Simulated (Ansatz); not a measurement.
# Geometry relaxation, with input and output: GaP (part 2 of 2)

The same run, continued: GaP (F-43m, 2 atoms in the cell); DFT PBE, scalar-relativistic, plane waves, PAW, no spin polarisation (Ansatz 0.2.0); cutoff 420 eV, 8×8×8 k-mesh, Gaussian smearing of 0.02 eV. The structure derives from a Materials Project entry.

Geometry of the input (Å; fractional positions):
```
0.0000  2.7258  2.7258
2.7258  0.0000  2.7258
2.7258  2.7258  0.0000
Ga 0.0000  0.0000  0.0000
P  0.7500  0.7500  0.7500
```

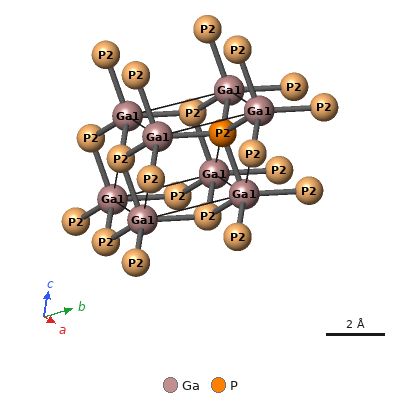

*The geometry at step 1 of the log (ball-and-stick view of the cell of the calculation, seen slightly off an axis; neighbours outside the cell are drawn fainter; atoms are numbered from 1 in the order of the input).*

What the program printed, continued
```
SCF iter   1: F=—  HF=-4539.556388 eV  |F-HF|=—  |Δ(HF+E_count)|=         —  Δρ=1.02e-3  dr2=6.21e-4  ethr=3.22e-6  ⟨swp⟩=2.0  Hψ=2773  notcnv=0
preconditioner: auto → none  [insulator: Δε(μ)=1.603 eV  Ē_g=15.420 eV  σ=0.020 eV  W_gap=1.00  n_scr=14 (ndim 8)  ℏωp=24.5 eV  f_vac=0.013  D(μ)=0.00/eV (n_scr^D=0)  ε∞_Penn≈3.5]
SCF iter   2: F=—  HF=-4539.556279 eV  |F-HF|=—  |Δ(HF+E_count)|=   1.09e-4  Δρ=4.09e-4  dr2=7.20e-5  ethr=3.22e-6  ⟨swp⟩=2.0  Hψ=486  notcnv=0
SCF iter   3: F=—  HF=-4539.556284 eV  |F-HF|=—  |Δ(HF+E_count)|=   5.31e-6  Δρ=1.68e-4  dr2=1.09e-5  ethr=4.00e-7  ⟨swp⟩=3.0  Hψ=664  notcnv=0
SCF iter   4: F=—  HF=-4539.556285 eV  |F-HF|=—  |Δ(HF+E_count)|=   1.26e-6  Δρ=4.32e-5  dr2=5.13e-7  ethr=6.07e-8  ⟨swp⟩=2.0  Hψ=638  notcnv=0
SCF iter   5: F=-4539.556285 eV  HF=-4539.556285 eV  |F-HF|=7.73e-8  |Δ(HF+E_count)|=   6.57e-9  Δρ=1.39e-5  dr2=5.29e-8  ethr=1.11e-9  ⟨swp⟩=11.1  Hψ=3325  notcnv=0
SCF 2 converged in 5 iterations: F = -4539.556285 eV  dr2 = 5.29e-8
  Residual-converged pass: ⟨swp⟩=1.1  Hψ=495  notcnv=0  max |occ|·‖R‖ = 7.0e-9 eV (tolerance 1.0e-8 eV)  dr2=5.29e-8  dr2_onsite=1.67e-9  max |Δocc| = 0.0e0
relax step   2: F+E_penalty+E_count = -4539.55628539 eV  Δ(F+E_penalty+E_count) = -8.013e-3 eV  max|allowed force component| = 6.014e-17 eV/Å  Δτ_max = 0.0000 Å  P = +0.736 GPa  Ω = 41.341 Å³  energy of the carried Pulay correction = -2.136e-4 eV  (5 SCF iters, dr2 threshold 2.00e-7 eV, accepted)
Crystal: 2 atoms, lattice volume = 41.710 Å³
iter 1 solved again at ethr=6.25e-7 eV; its pass at ethr=3.10e-3 eV (dr2=1.12e-4 eV) is discarded
SCF iter   1: F=—  HF=-4539.557093 eV  |F-HF|=—  |Δ(HF+E_count)|=         —  Δρ=4.32e-4  dr2=1.14e-4  ethr=6.25e-7  ⟨swp⟩=2.3  Hψ=2696  notcnv=0
preconditioner: auto → none  [insulator: Δε(μ)=1.580 eV  Ē_g=15.380 eV  σ=0.020 eV  W_gap=1.00  n_scr=14 (ndim 8)  ℏωp=24.4 eV  f_vac=0.013  D(μ)=0.00/eV (n_scr^D=0)  ε∞_Penn≈3.5]
SCF iter   2: F=—  HF=-4539.557074 eV  |F-HF|=—  |Δ(HF+E_count)|=   1.88e-5  Δρ=1.77e-4  dr2=1.35e-5  ethr=6.25e-7  ⟨swp⟩=2.0  Hψ=480  notcnv=0
SCF iter   3: F=—  HF=-4539.557076 eV  |F-HF|=—  |Δ(HF+E_count)|=   2.18e-6  Δρ=6.83e-5  dr2=1.90e-6  ethr=7.49e-8  ⟨swp⟩=2.9  Hψ=664  notcnv=0
SCF iter   4: F=-4539.557077 eV  HF=-4539.557077 eV  |F-HF|=1.19e-7  |Δ(HF+E_count)|=   4.14e-7  Δρ=1.88e-5  dr2=9.45e-8  ethr=1.11e-9  ⟨swp⟩=9.3  Hψ=3240  notcnv=0
SCF 3 converged in 4 iterations: F = -4539.557077 eV  dr2 = 9.45e-8
relax step   3: F+E_penalty+E_count = -4539.55707667 eV  Δ(F+E_penalty+E_count) = -7.913e-4 eV  max|allowed force component| = 8.674e-17 eV/Å  Δτ_max = 0.0000 Å  P = +0.036 GPa  Ω = 41.710 Å³  energy of the carried Pulay correction = -3.066e-4 eV  (4 SCF iters, dr2 threshold 2.00e-7 eV, accepted)
Initial wavefunctions: pseudopotential atomic-orbital guess (no wavefunctions were taken with the density)
iter 1 solved again at ethr=1.15e-6 eV; its pass at ethr=3.10e-3 eV (dr2=2.06e-4 eV) is discarded
SCF iter   1: F=—  HF=-4539.556296 eV  |F-HF|=—  |Δ(HF+E_count)|=         —  Δρ=3.42e-4  dr2=1.13e-6  ethr=1.15e-6  ⟨swp⟩=3.1  Hψ=3446  notcnv=0
preconditioner: auto → none  [insulator: Δε(μ)=1.583 eV  Ē_g=15.379 eV  σ=0.020 eV  W_gap=1.00  n_scr=14 (ndim 8)  ℏωp=24.4 eV  f_vac=0.011  D(μ)=0.00/eV (n_scr^D=0)  ε∞_Penn≈3.5]
SCF iter   2: F=—  HF=-4539.557127 eV  |F-HF|=—  |Δ(HF+E_count)|=   8.31e-4  Δρ=1.73e-4  dr2=4.87e-7  ethr=6.27e-9  ⟨swp⟩=2.2  Hψ=655  notcnv=0
SCF iter   3: F=—  HF=-4539.557352 eV  |F-HF|=—  |Δ(HF+E_count)|=   2.25e-4  Δρ=7.01e-5  dr2=7.66e-8  ethr=2.70e-9  ⟨swp⟩=2.0  Hψ=653  notcnv=0
SCF iter   4: F=—  HF=-4539.557395 eV  |F-HF|=—  |Δ(HF+E_count)|=   4.33e-5  Δρ=3.82e-6  dr2=1.31e-9  ethr=4.25e-10  ⟨swp⟩=2.0  Hψ=644  notcnv=0
SCF iter   5: F=—  HF=-4539.557395 eV  |F-HF|=—  |Δ(HF+E_count)|=   9.20e-8  Δρ=4.45e-7  dr2=6.92e-11  ethr=7.26e-12  ⟨swp⟩=2.1  Hψ=642  notcnv=0
SCF iter   6: F=-4539.557395 eV  HF=-4539.557395 eV  |F-HF|=1.09e-10  |Δ(HF+E_count)|=  2.15e-10  Δρ=1.89e-7  dr2=9.08e-12  ethr=1.00e-12  ⟨swp⟩=6.9  Hψ=2008  notcnv=0
SCF 4 converged in 6 iterations: F = -4539.557395 eV  dr2 = 9.08e-12
relax step   4: F+E_penalty+E_count = -4539.55739522 eV  Δ(F+E_penalty+E_count) = -3.185e-4 eV  max|allowed force component| = 5.667e-17 eV/Å  Δτ_max = 0.0000 Å  P = +0.040 GPa  Ω = 41.710 Å³  stress off target by 3.98e-2 GPa  SCF on the basis re-selected at this cell (its energy is not comparable with the rows above)  (6 SCF iters)
basis re-selected at this cell: Δ(F+E_penalty+E_count) = -3.185e-4 eV, ΔP = +0.003 GPa vs the last step (what re-selecting the basis moved, of the pressure what is left beyond the Pulay correction that the steps carried, after the strain that the cell walked since its last selection, with what the two solves' SCF thresholds leave and, on support functions, any second-order correction that the steps lacked; it is no measure of the basis error at this ecutwfc). This SCF's stress stands 3.98e-2 GPa from its target on what of the cell is left free (relax.cell.stress_tol is 5.00e-2 GPa) and its largest allowed force component is 5.67e-17 eV/Å (relax.f_tol is 5.00e-3 eV/Å): within both
SCF converged after 6 iterations
Free energy (F): -4539.557395 eV
Harris-Foulkes:  -4539.557395 eV  (|F-HF|=1.09e-10)
Internal energy: -4539.557395 eV  (E = F + TS)
E sigma→0 (E₀):  -4539.557395 eV
Fermi energy:    7.504863 eV
--- Per-component energies (eV) ---
  E_band       = -63.679824
  E_kinetic    = 185.390559
  E_local      = -2220.447411  (includes V_loc(G=0)·N_el)
  E_nonlocal   = 458.829239
  E_hartree    = 1025.160461
  E_xc         = -130.312300
  E_vxc        = -118.411546  (∫ρ·V_xc dr)
  E_paw        = -2558.555828  (= ΣΔE_a)
  E_vpaw       = -419.361489  (= ΣTr[D̂ρ^β])
  E_aug_tail   = -0.000086  (compensation charges beyond the density's cutoff)
  E_ewald      = -1299.622029
  E_smearing   = -0.000000  (= −TS)
  E_closure    = 0.000000  (closes the sum)
  Σ components = -4539.557395   (vs F -4539.557395, Δ=0.00e0)
--- Forces (eV/Å), atoms counted from 1 ---
  atom   1  Ga    -0.00000000     0.00000000     0.00000000
  atom   2  P      0.00000000    -0.00000000    -0.00000000
  max |Σ_I F_I| component: 5.32e-17 eV/Å
--- Stress (GPa, compression-positive) ---
        0.039849       0.000000       0.000000
        0.000000       0.039849       0.000000
        0.000000       0.000000       0.039849
  P = ⅓ Tr σ = 0.0398 GPa (0.398 kbar)
--- Band table (eV; the first three rows and the last of 29) ---
  k-point 0: bands = ["-7.7711", "-7.7711", "-7.7711", "-7.6804", "-7.6804", "-5.5576", "6.7134", "6.7134", "6.7134", "8.2960", "10.6054", "10.6054", "10.6054"]
  k-point 1: bands = ["-7.7830", "-7.7668", "-7.7668", "-7.6803", "-7.6803", "-5.3631", "5.0887", "6.4947", "6.4947", "8.9990", "10.9414", "10.9414", "11.1171"]
  k-point 2: bands = ["-7.8098", "-7.7577", "-7.7577", "-7.6791", "-7.6791", "-4.8124", "2.9029", "6.0790", "6.0790", "8.7664", "11.4374", "11.4374", "12.9087"]
  k-point 28: bands = ["-7.8603", "-7.7361", "-7.7165", "-7.6938", "-7.6723", "-2.6468", "0.2926", "3.2782", "3.4357", "11.4079", "11.4452", "12.7273", "12.8635"]
--- Relaxed structure (3 steps of the walk, 3 accepted, 1 SCFs on fresh bases) ---
  F+E_penalty+E_count = -4539.55739522 eV   max|allowed force component| = 5.667e-17 eV/Å   (the final SCF, on the basis selected at the relaxed cell)
  cell:  # Å, volume = 41.7099 Å³
    - [3.0317463595728766e-33, 2.7525584772032454, 2.7525584772032454]
    - [2.7525584772032454, 4.7386959905928984e-33, 2.7525584772032454]
    - [2.7525584772032454, 2.7525584772032454, 3.362945541711089e-33]
  atoms:
    - { symbol: Ga, position: [9.819977368085384e-34, -9.727978329598545e-34, -8.877907213980134e-34] }
    - { symbol: P, position: [0.75, 0.75, 0.75] }
```

Trajectory as extended XYZ (Å, eV, eV/Å), 4 frames, from step=1 to step=4
```
2
Lattice="0.0000 2.7258 2.7258 2.7258 0.0000 2.7258 2.7258 2.7258 0.0000" Properties=species:S:1:pos:R:3:forces:R:3 step=1 energy=-4539.54827 pressure_GPa=2.45
Ga    0.0000    0.0000    0.0000    0.0000   0.0000   0.0000
P     4.0887    4.0887    4.0887    0.0000   0.0000   0.0000
2
Lattice="0.0000 2.7444 2.7444 2.7444 0.0000 2.7444 2.7444 2.7444 0.0000" Properties=species:S:1:pos:R:3:forces:R:3 step=2 energy=-4539.55628 pressure_GPa=0.74
Ga    0.0000    0.0000    0.0000    0.0000   0.0000   0.0000
P     4.1166    4.1166    4.1166    0.0000   0.0000   0.0000
2
Lattice="0.0000 2.7526 2.7526 2.7526 0.0000 2.7526 2.7526 2.7526 0.0000" Properties=species:S:1:pos:R:3:forces:R:3 step=3 energy=-4539.55708 pressure_GPa=0.04
Ga    0.0000    0.0000    0.0000    0.0000   0.0000   0.0000
P     4.1288    4.1288    4.1288    0.0000   0.0000   0.0000
2
Lattice="0.0000 2.7526 2.7526 2.7526 0.0000 2.7526 2.7526 2.7526 0.0000" Properties=species:S:1:pos:R:3:forces:R:3 step=4 energy=-4539.55739 pressure_GPa=0.04
Ga    0.0000    0.0000    0.0000    0.0000   0.0000   0.0000
P     4.1288    4.1288    4.1288    0.0000   0.0000   0.0000
```

Results in brief

| quantity | value |
| --- | --- |
| outcome | converged |
| space group (tolerance 0.01 Å) | F-43m (216) |
| electrons treated | 18 |
| free energy | −4539.5574 eV |
| Fermi energy | 7.505 eV |
| gap on the k-point mesh | 1.58 eV |
| pressure | 0.04 GPa |
| final volume | 41.71 Å³ |
| largest force (length of the vector) at the end | under 0.001 eV/Å |
| final cell | a = 3.893 Å, b = 3.893 Å, c = 3.893 Å, α = 60.00°, β = 60.00°, γ = 60.00° |
| hardware | 4 threads of Intel Xeon @ 2.90GHz (Ice Lake), 192 GiB of memory available, shared host |
| wall time | 3.4 s (CPU time 11 s) |
| peak memory | 0.41 GiB |
